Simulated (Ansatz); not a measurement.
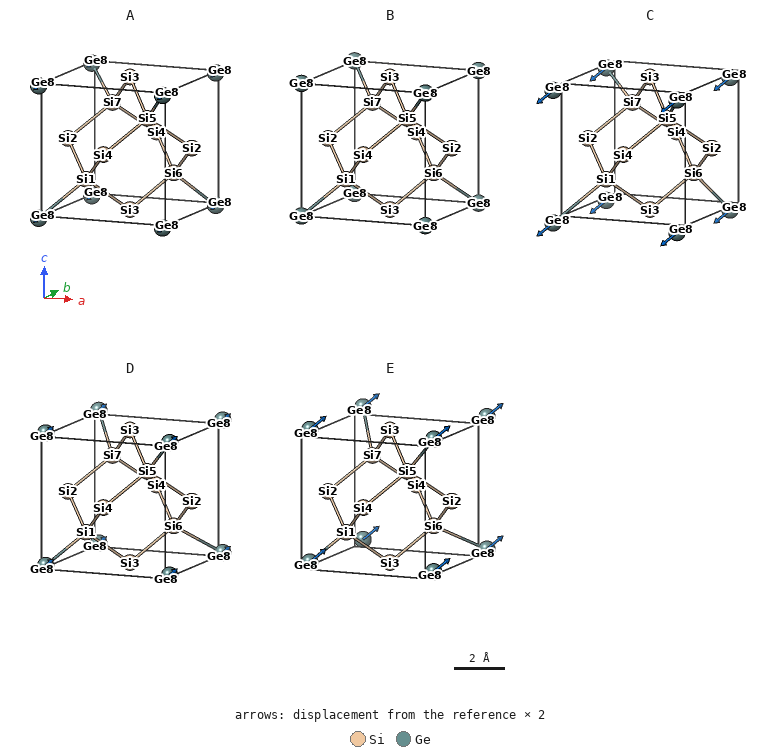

Energy scan for a crystal of Si$_{7}$Ge (P-43m), in which Ge8 (one in each cell of 8 atoms) is moved towards the nearest copy of atom 1 (Si) at 2.391 Å, all else fixed. A ball-and-stick model of the cell of the calculation, seen slightly off an axis. Blue arrows: displacements from the reference.

Theory: DFT r2SCAN, scalar-relativistic, plane waves, PAW in Ansatz. Set-up: plane-wave cutoff 500 eV; k-point mesh 6 × 6 × 6; occupations gaussian; smearing width 0.05 eV; no spin polarisation. Energies (free energies at the smearing named) are counted from the cell as listed in its source, which wasn't relaxed.

Question: Order these geometries by energy, lowest first.

Answer: Lowest first: B (the displacement 0.00 Å, 0.00 eV/cell), A (the displacement −0.15 Å, 0.13 eV/cell), D (the displacement 0.225 Å, 0.41 eV/cell), C (the displacement −0.45 Å, 0.87 eV/cell), E (the displacement 0.45 Å, 2.07 eV/cell). Over the whole scan: of the computed points the lowest is at the displacement 0.00 Å, 0.00 eV/cell. The curvature at zero is about 13 eV/Å². The well is lopsided: at ±0.450 Å the energy is 2.4 times higher on the positive side. At the highest point the shortest interatomic distance is 1.94 Å, against 2.36 Å in the reference. The distortion takes the space group from P-43m to R3m.
